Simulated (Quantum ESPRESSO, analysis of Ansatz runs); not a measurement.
# Migration in Al2O3 (R-3c): V_O hop (2.5 Å), charge 0 (Quantum ESPRESSO)

How high is the barrier when O changes place in Al2O3 (R-3c)? The case: V_O hop (2.5 Å), charge 0, in a cell of 80 host atoms with 1 O taken out.

Calculated with Quantum ESPRESSO 7.5; Quantum ESPRESSO plane-wave DFT, PBEsol, GBRV 1.5 PBEsol potentials; nudged elastic band between two relaxed defect structures.

## (1) Set-up

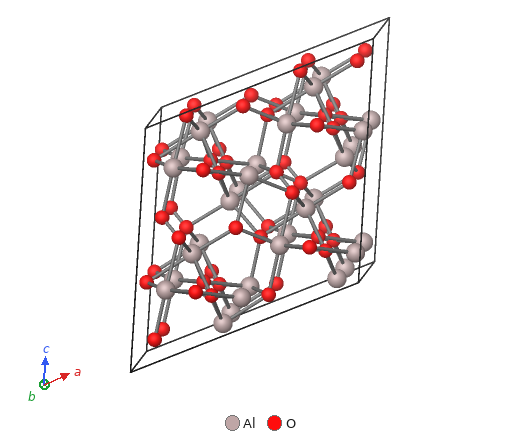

Start, viewed slightly off an axis; aluminium light grey, oxygen red. Some periodic images of atoms are drawn too.

The cell holds 79 atoms: 32 Al and 47 O. Its edges and angles: a = 10.279 Å, b = 10.279 Å, c = 10.279 Å, α = 55.4°, β = 55.4°, γ = 55.4°. It derives from Al2O3 (space group R-3c). Nearest the centre at fractional (0.701, 0.125, 0.548): O79 at 1.29 Å, Al52 at 1.54 Å, Al53 at 1.54 Å, O16 at 2.19 Å, Al41 at 2.28 Å, Al61 at 2.29 Å, O57 at 2.33 Å, O45 at 2.34 Å.

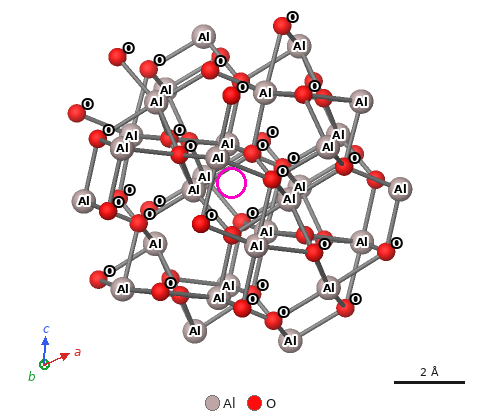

The atoms within 5 Å of the centre. A ring marks the centre wherever it is empty.

The cell's shortest repeat is 9.6 Å.

## (2) Relaxation of the start point, charge 0

A barrier is counted from a minimum, so both ends are relaxed first. Small random displacements break the symmetry of the ideal sites, so that the defect can distort if it gains by it.

pw.in reads:

```
&CONTROL
  calculation = 'relax'
  prefix = 'pwscf'
  outdir = './tmp'
  pseudo_dir = './pseudo'
  tprnfor = .true.
  disk_io = 'low'
  nstep = 70
  forc_conv_thr = 0.0012
  etot_conv_thr = 0.0001
/
&SYSTEM
  ibrav = 0
  nat = 79
  ntyp = 2
  ecutwfc = 36
  ecutrho = 288
  nbnd = 193
  occupations = 'fixed'
  nosym = .true.
/
&ELECTRONS
  conv_thr = 8d-08
  electron_maxstep = 100
  mixing_beta = 0.5
/
&IONS
  ion_dynamics = 'bfgs'
/
ATOMIC_SPECIES
Al    26.9815 al_pbesol_v1.uspp.F.UPF
O     15.9990 o_pbesol_v1.2.uspp.F.UPF
CELL_PARAMETERS angstrom
   4.7750098375    2.7568532680    8.6755442391
  -4.7750098375    2.7568532680    8.6755442391
   0.0000000000   -5.5137065361    8.6755442391
ATOMIC_POSITIONS crystal
Al     0.3239534185    0.3239534185    0.3239534185
Al     0.4226627848    0.4266359609    0.4264060291
Al     0.0739534185    0.0739534185    0.0739534185
Al     0.1760465815    0.1760465815    0.1760465815
O      0.2220739660    0.0279260340    0.3750000000
O      0.4720739660    0.1250000000    0.2779260340
O      0.0279260340    0.3750000000    0.2220739660
O      0.3750000000    0.2220739660    0.0279260340
O      0.1250000000    0.2779260340    0.4720739660
O      0.2779260340    0.4720739660    0.1250000000
Al     0.3203320582    0.3254508838    0.8242755939
Al     0.4260465815    0.4260465815    0.9260465815
Al     0.0747355458    0.0749282882    0.5702927278
Al     0.1760465815    0.1760465815    0.6760465815
O      0.2220739660    0.0279260340    0.8750000000
O      0.4702902879    0.1286961653    0.7762462229
O      0.0279260340    0.3750000000    0.7220739659
O      0.3727735121    0.2255007293    0.5282219740
O      0.1250000000    0.2779260340    0.9720739660
O      0.2802038546    0.4719197149    0.6215209397
Al     0.3239534185    0.8239534185    0.3239534185
Al     0.4260465815    0.9260465815    0.4260465815
Al     0.0739534185    0.5739534185    0.0739534185
Al     0.1760465815    0.6760465815    0.1760465815
O      0.2220739660    0.5279260341    0.3750000000
O      0.4720739660    0.6250000000    0.2779260340
O      0.0279260340    0.8750000000    0.2220739660
O      0.3750000000    0.7220739659    0.0279260340
O      0.1226547436    0.7766762478    0.4756337964
O      0.2779260340    0.9720739660    0.1250000000
Al     0.3239534185    0.8239534185    0.8239534185
Al     0.4293446551    0.9238501257    0.9266218107
Al     0.0739534185    0.5739534185    0.5739534185
Al     0.1760465815    0.6760465815    0.6760465815
O      0.2220739660    0.5279260341    0.8750000000
O      0.4720739660    0.6250000000    0.7779260341
O      0.0277694069    0.8763152664    0.7241413229
O      0.3750000000    0.7220739659    0.5279260341
O      0.1250000000    0.7779260341    0.9720739660
O      0.2779260340    0.9720739660    0.6250000000
Al     0.8224304252    0.3215096930    0.3272470855
Al     0.9260465815    0.4260465815    0.4260465815
Al     0.5739534185    0.0739534185    0.0739534185
Al     0.6773119948    0.1738576696    0.1789272451
O      0.7216023365    0.0270398875    0.3785341052
O      0.9748608338    0.1216207702    0.2778735905
O      0.5272462314    0.3749999358    0.2253247908
O      0.8750000000    0.2220739660    0.0279260340
O      0.7764327951    0.4726524568    0.1282042701
Al     0.8239534185    0.3239534185    0.8239534185
Al     0.9260465815    0.4260465815    0.9260465815
Al     0.5718693434    0.0717652666    0.5760670294
Al     0.6743560042    0.1781226712    0.6781485233
O      0.7192683858    0.0283784744    0.8782543127
O      0.9720739660    0.1250000000    0.7779260341
O      0.5257708614    0.3748202801    0.7256731145
O      0.8739270188    0.2211957992    0.5264363285
O      0.6250000000    0.2779260340    0.9720739660
O      0.7779260341    0.4720739660    0.6250000000
Al     0.8239534185    0.8239534185    0.3239534185
Al     0.9243316097    0.9273384593    0.4288334452
Al     0.5739534185    0.5739534185    0.0739534185
Al     0.6760465815    0.6760465815    0.1760465815
O      0.7202749462    0.5281286690    0.3784525918
O      0.9720739660    0.6250000000    0.2779260340
O      0.5279260341    0.8750000000    0.2220739660
O      0.8750000000    0.7220739659    0.0279260340
O      0.6250000000    0.7779260341    0.4720739660
O      0.7779260341    0.9720739660    0.1250000000
Al     0.8216123915    0.8265866243    0.8220156187
Al     0.9260465815    0.9260465815    0.9260465815
Al     0.5739534185    0.5739534185    0.5739534185
Al     0.6760465815    0.6760465815    0.6760465815
O      0.7220739659    0.5279260341    0.8750000000
O      0.9720739660    0.6250000000    0.7779260341
O      0.5269101661    0.8719502741    0.7243275029
O      0.8716508925    0.7233743849    0.5304752688
O      0.6234621727    0.7817073774    0.9711008509
O      0.7797854049    0.9690646504    0.6273248287
K_POINTS gamma
```

The run is started by

```sh
OMP_NUM_THREADS=1 mpirun -n 4 pw.x -in pw.in > pw.out
```

Log:

```text
[shortened: banners, details of potentials and solvers, and blank lines are left out]
     gamma-point specific algorithms are used
     one sub-group per band group will be used
     scalapack distributed-memory algorithm (size of sub-group:  2*  2 procs)
     bravais-lattice index     =            0
     lattice parameter (alat)  =      19.4252  a.u.
     unit-cell volume          =    4624.1563 (a.u.)^3
     number of atoms/cell      =           79
     number of atomic types    =            2
     number of electrons       =       378.00
     number of Kohn-Sham states=          193
     kinetic-energy cutoff     =      36.0000  Ry
     charge density cutoff     =     288.0000  Ry
     scf convergence threshold =      8.0E-08
     mixing beta               =       0.5000
     number of iterations used =            8  plain     mixing
     energy convergence thresh.=      1.0E-04
     force convergence thresh. =      1.2E-03
     Exchange-correlation= SLA  PW   PSX  PSC
                           (   1   4  10   8   0   0   0)
     nstep                     =           70
     crystal axes: (cart. coord. in units of alat)
               a(1) = (   0.464522   0.268192   0.843974 )
               a(2) = (  -0.464522   0.268192   0.843974 )
               a(3) = (   0.000000  -0.536384   0.843974 )
     PseudoPot. # 1 for Al read from file:
     al_pbesol_v1.uspp.F.UPF
     Pseudo is Ultrasoft + core correction, Zval =  3.0
[...]
PseudoPot. # 2 for O  read from file:
     o_pbesol_v1.2.uspp.F.UPF
     Pseudo is Ultrasoft + core correction, Zval =  6.0
[...]
atomic species   valence    mass     pseudopotential
     Al                3.00    26.98150     Al( 1.00)
     O                 6.00    15.99900     O ( 1.00)
     No symmetry found
     site n.     atom                  positions (alat units)
         1        Al     tau(   1) = (   0.0000000  -0.0000000   0.8202247  )
         2        Al     tau(   2) = (  -0.0018456  -0.0009422   1.0766616  )
         3        Al     tau(   3) = (  -0.0000000  -0.0000000   0.1872443  )
         4        Al     tau(   4) = (  -0.0000000  -0.0000000   0.4457362  )
         5        O      tau(   5) = (   0.0901860  -0.1340960   0.5274837  )
         6        O      tau(   6) = (   0.1612236   0.0110554   0.7384772  )
         7        O      tau(   7) = (  -0.1612236  -0.0110554   0.5274837  )
         8        O      tau(   8) = (   0.0710376   0.1451514   0.5274837  )
[...]
number of k points=     1
                       cart. coord. in units 2pi/alat
        k(    1) = (   0.0000000   0.0000000   0.0000000), wk =   2.0000000
     Dense  grid:   190929 G-vectors     FFT dimensions: ( 108, 108, 108)
     Smooth grid:    67502 G-vectors     FFT dimensions: (  75,  75,  75)
     starting charge     377.9246, renormalised to     378.0000
     Self-consistent Calculation
     iteration #  1     ecut=    36.00 Ry     beta= 0.50
     total energy              =   -1734.10482425 Ry
     estimated scf accuracy    <      15.03252918 Ry
     iteration #  2     ecut=    36.00 Ry     beta= 0.50
     total energy              =   -1738.51628211 Ry
     estimated scf accuracy    <       1.45541917 Ry
     iteration #  3     ecut=    36.00 Ry     beta= 0.50
     total energy              =   -1738.58371065 Ry
     estimated scf accuracy    <       0.15052511 Ry
[...]
estimated scf accuracy    <       0.00007072 Ry
     iteration #  8     ecut=    36.00 Ry     beta= 0.50
     total energy              =   -1738.62395743 Ry
     estimated scf accuracy    <       0.00000406 Ry
     iteration #  9     ecut=    36.00 Ry     beta= 0.50
     total energy              =   -1738.62395890 Ry
     estimated scf accuracy    <       0.00000023 Ry
     iteration # 10     ecut=    36.00 Ry     beta= 0.50
     End of self-consistent calculation
          k = 0.0000 0.0000 0.0000 (  8449 PWs)   bands (ev):
   -11.7439 -10.7794 -10.7476 -10.6779 -10.6417 -10.6209 -10.6078 -10.5904
   -10.5803 -10.5671 -10.5629 -10.3878  -9.9259  -9.9071  -9.8602  -9.7012
    -9.6898  -9.6403  -9.5190  -9.5010  -9.4650  -9.3970  -9.2434  -9.2197
    -9.2072  -9.1592  -9.1529  -9.1408  -9.1361  -9.1010  -9.0952  -9.0749
    -9.0484  -9.0260  -9.0015  -8.9934  -8.9781  -8.9620  -8.9433  -8.9300
    -8.9244  -8.9072  -8.7746  -8.7567  -8.7150  -8.6900  -8.6761   0.4710
     0.8598   0.8851   0.8971   0.9353   0.9800   1.0142   1.1450   1.2445
     1.2562   1.4623   1.5502   1.6517   1.7083   1.7454   1.7788   1.8290
[...]
15.1320
     highest occupied, lowest unoccupied level (ev):    10.1260   13.6940
!    total energy              =   -1738.62395889 Ry
     estimated scf accuracy    <       0.00000005 Ry
     The total energy is the sum of the following terms:
     one-electron contribution =    -325.26750138 Ry
     hartree contribution      =     436.05420606 Ry
     xc contribution           =    -486.03708602 Ry
     ewald contribution        =   -1363.37357755 Ry
     convergence has been achieved in  10 iterations
     Forces acting on atoms (cartesian axes, Ry/au):
     atom    1 type  1   force =    -0.00056668    0.00397471   -0.00444710
     atom    2 type  1   force =     0.03600170    0.01440485    0.02271420
     atom    3 type  1   force =     0.00832432   -0.00010901   -0.00353926
     atom    4 type  1   force =     0.00215360    0.00432613    0.00203628
     atom    5 type  2   force =     0.00085862    0.00335276   -0.00357934
     atom    6 type  2   force =    -0.00019318   -0.00359967    0.00547128
     atom    7 type  2   force =     0.00047391   -0.00437972   -0.00163825
     atom    8 type  2   force =    -0.00254057   -0.00690333   -0.00245520
[...]
Total force =     0.132259     Total SCF correction =     0.000119
     BFGS Geometry Optimization
     Energy error            =      1.7E-02 Ry
     Gradient error          =      3.6E-02 Ry/Bohr
     number of scf cycles    =   1
     number of bfgs steps    =   0
     energy             new  =   -1738.6239588910 Ry
     new trust radius        =       0.0449394783 bohr
     new conv_thr            =       0.0000000800 Ry
ATOMIC_POSITIONS (crystal)
Al               0.3239587565        0.3240215571        0.3236086847
Al               0.4255803416        0.4255637295        0.4259461888
Al               0.0743392300        0.0734167107        0.0738884324
Al               0.1763457168        0.1761070501        0.1758111836
O                0.2221560276        0.0279129416        0.3747127040
O                0.4720593452        0.1250067881        0.2782675954
O                0.0277788704        0.3748003164        0.2223208855
O                0.3745884558        0.2219439739        0.0283178120
[...]
Self-consistent Calculation
[...]
iteration #  3     ecut=    36.00 Ry     beta= 0.50
     total energy              =   -1738.64536742 Ry
     estimated scf accuracy    <       0.00000035 Ry
     iteration #  4     ecut=    36.00 Ry     beta= 0.50
     total energy              =   -1738.64536747 Ry
     estimated scf accuracy    <       0.00000005 Ry
     iteration #  5     ecut=    36.00 Ry     beta= 0.50
     total energy              =   -1738.64536748 Ry
     estimated scf accuracy    <          4.6E-09 Ry
     iteration #  6     ecut=    36.00 Ry     beta= 0.50
[...]
k = 0.0000 0.0000 0.0000 (  8449 PWs)   bands (ev):
   -11.7247 -10.7481 -10.7226 -10.6096 -10.6075 -10.5950 -10.5937 -10.5853
   -10.5764 -10.5658 -10.5379 -10.3754  -9.9148  -9.8935  -9.8405  -9.6704
    -9.6622  -9.6361  -9.5055  -9.4931  -9.4381  -9.3619  -9.2313  -9.2116
    -9.1768  -9.1280  -9.1165  -9.1133  -9.1042  -9.1011  -9.0946  -9.0562
    -9.0311  -8.9835  -8.9819  -8.9683  -8.9606  -8.9579  -8.9529  -8.9441
    -8.9377  -8.9274  -8.7716  -8.7378  -8.7042  -8.7002  -8.6836   0.4862
     0.9004   0.9118   0.9155   0.9414   0.9623   1.0239   1.1470   1.2678
     1.2708   1.4764   1.5617   1.6733   1.7178   1.7741   1.7787   1.8495
[...]
highest occupied, lowest unoccupied level (ev):     9.6803   13.6874
!    total energy              =   -1738.64536748 Ry
     estimated scf accuracy    <          2.9E-10 Ry
[...]
convergence has been achieved in   6 iterations
     Forces acting on atoms (cartesian axes, Ry/au):
     atom    1 type  1   force =    -0.00014222   -0.00025963   -0.00038932
     atom    2 type  1   force =     0.00054948    0.00046348    0.00036411
     atom    3 type  1   force =    -0.00029917   -0.00003918   -0.00025373
     atom    4 type  1   force =    -0.00026295   -0.00000484   -0.00023848
     atom    5 type  2   force =    -0.00008941   -0.00032164   -0.00015957
     atom    6 type  2   force =     0.00001735   -0.00023555    0.00015796
     atom    7 type  2   force =    -0.00019123   -0.00003960    0.00012351
     atom    8 type  2   force =    -0.00042595   -0.00037088   -0.00036191
[...]
Total force =     0.005544     Total SCF correction =     0.000042
[...]
number of scf cycles    =   9
     number of bfgs steps    =   8
     energy             old  =   -1738.6452914623 Ry
     energy             new  =   -1738.6453674784 Ry
     CASE: energy            _new < energy            _old
     new trust radius        =       0.0046998558 bohr
[...]
ATOMIC_POSITIONS (crystal)
Al               0.3237383219        0.3250170369        0.3248170548
Al               0.4362479927        0.4198522592        0.4280506386
Al               0.0734960353        0.0742277134        0.0742558204
Al               0.1732849609        0.1780637035        0.1772891442
O                0.2213389273        0.0284778261        0.3752256433
O                0.4714748787        0.1255725832        0.2783387591
O                0.0260700774        0.3757169250        0.2231673113
O                0.3743793292        0.2222174094        0.0281409671
[...]
Self-consistent Calculation
     iteration #  1     ecut=    36.00 Ry     beta= 0.50
     total energy              =   -1738.64540872 Ry
     estimated scf accuracy    <       0.00001930 Ry
     iteration #  2     ecut=    36.00 Ry     beta= 0.50
     total energy              =   -1738.64540999 Ry
     estimated scf accuracy    <       0.00000203 Ry
     iteration #  3     ecut=    36.00 Ry     beta= 0.50
     total energy              =   -1738.64541028 Ry
     estimated scf accuracy    <       0.00000021 Ry
     iteration #  4     ecut=    36.00 Ry     beta= 0.50
     total energy              =   -1738.64541032 Ry
     estimated scf accuracy    <       0.00000003 Ry
     iteration #  5     ecut=    36.00 Ry     beta= 0.50
     total energy              =   -1738.64541032 Ry
     estimated scf accuracy    <          2.6E-09 Ry
     iteration #  6     ecut=    36.00 Ry     beta= 0.50
     End of self-consistent calculation
          k = 0.0000 0.0000 0.0000 (  8449 PWs)   bands (ev):
   -11.7246 -10.7479 -10.7226 -10.6098 -10.6074 -10.5949 -10.5931 -10.5856
   -10.5762 -10.5657 -10.5366 -10.3743  -9.9142  -9.8937  -9.8403  -9.6699
    -9.6614  -9.6372  -9.5053  -9.4924  -9.4374  -9.3619  -9.2309  -9.2117
    -9.1764  -9.1280  -9.1156  -9.1132  -9.1045  -9.1009  -9.0945  -9.0561
    -9.0312  -8.9830  -8.9819  -8.9677  -8.9607  -8.9576  -8.9520  -8.9448
    -8.9382  -8.9270  -8.7712  -8.7375  -8.7045  -8.6998  -8.6835   0.4864
     0.9008   0.9118   0.9155   0.9416   0.9625   1.0239   1.1474   1.2674
     1.2704   1.4772   1.5618   1.6735   1.7179   1.7748   1.7787   1.8500
[...]
14.9934
     highest occupied, lowest unoccupied level (ev):     9.6768   13.6873
!    total energy              =   -1738.64541032 Ry
     estimated scf accuracy    <          2.0E-10 Ry
     The total energy is the sum of the following terms:
     one-electron contribution =    -322.31163615 Ry
     hartree contribution      =     434.67635485 Ry
     xc contribution           =    -485.95870078 Ry
     ewald contribution        =   -1365.05142823 Ry
     convergence has been achieved in   6 iterations
     Forces acting on atoms (cartesian axes, Ry/au):
     atom    1 type  1   force =    -0.00020403   -0.00017843   -0.00010293
     atom    2 type  1   force =     0.00025932    0.00007889    0.00018834
     atom    3 type  1   force =    -0.00028403   -0.00001709   -0.00010525
     atom    4 type  1   force =    -0.00032494   -0.00016292   -0.00033289
     atom    5 type  2   force =    -0.00008953   -0.00033954    0.00002320
     atom    6 type  2   force =     0.00023059   -0.00029846   -0.00006138
     atom    7 type  2   force =     0.00006585   -0.00001957    0.00000852
     atom    8 type  2   force =    -0.00029406   -0.00012027   -0.00016069
[...]
Total force =     0.003879     Total SCF correction =     0.000033
     Energy error            =      4.3E-05 Ry
     Gradient error          =      6.4E-04 Ry/Bohr
     bfgs converged in  10 scf cycles and   9 bfgs steps
     (criteria: energy <  1.0E-04 Ry, force <  1.2E-03 Ry/Bohr)
     End of BFGS Geometry Optimization
     Final energy             =   -1738.6454103193 Ry
Begin final coordinates
ATOMIC_POSITIONS (crystal)
Al               0.3237383219        0.3250170369        0.3248170548
Al               0.4362479927        0.4198522592        0.4280506386
Al               0.0734960353        0.0742277134        0.0742558204
Al               0.1732849609        0.1780637035        0.1772891442
O                0.2213389273        0.0284778261        0.3752256433
O                0.4714748787        0.1255725832        0.2783387591
O                0.0260700774        0.3757169250        0.2231673113
O                0.3743793292        0.2222174094        0.0281409671
[...]
End final coordinates
   JOB DONE.
```

Wall time 2.4 min (4 MPI ranks of Arm Neoverse V2, shared host); peak memory 0.98 GiB; 9.7 min of CPU time.

The steps of the relaxation:

```csv
step,energy less that of the first step (eV)
0,0.0000
1,-0.1724
2,-0.2507
3,-0.2671
4,-0.2795
5,-0.2854
6,-0.2882
7,-0.2902
8,-0.2913
9,-0.2919
```

The atoms that moved most (Å):

| atom | dx | dy | dz | length |
| --- | --- | --- | --- | --- |
| Al2 | 0.097 | 0.010 | 0.073 | 0.122 |
| Al41 | -0.051 | -0.043 | -0.045 | 0.081 |
| O79 | -0.040 | 0.023 | -0.009 | 0.047 |
| O46 | -0.040 | -0.009 | 0.003 | 0.041 |
| O56 | 0.011 | 0.033 | -0.021 | 0.040 |
| O18 | 0.035 | -0.003 | -0.011 | 0.037 |
| Al70 | 0.025 | -0.016 | 0.017 | 0.034 |
| O57 | -0.008 | -0.014 | 0.030 | 0.034 |

Neighbours of O79 at the end:

| atom | distance (Å) |
| --- | --- |
| Al61 | 1.866 |
| Al70 | 1.880 |
| Al53 | 1.966 |
| Al52 | 1.966 |
| O16 | 2.512 |
| O45 | 2.611 |
| O54 | 2.631 |
| O57 | 2.719 |
| O76 | 2.735 |
| O37 | 2.737 |
| O77 | 2.738 |

Numbers from this step:

* highest filled level: 9.677 eV
* lowest empty level: 13.69 eV
* r.m.s. move of the farther half of the atoms: 0.005948 Å
* largest move from the ideal geometry of this structure, a common shift of the far atoms taken out: 0.09779 Å

The relaxation gained 0.292 eV and ended with a largest force component of 0.017 eV/Å.

(Continued in part 2 of 3.)

[Logs are printed without paths, hosts, clocks, repeated set-up lines and the standing remarks that a program may print on its own settings, such as how far it seeks lower states.]

[Hosts, paths, dates, database ids (printed as entryN), source tags and the programs' standing remarks are cut or masked in the printed files.]
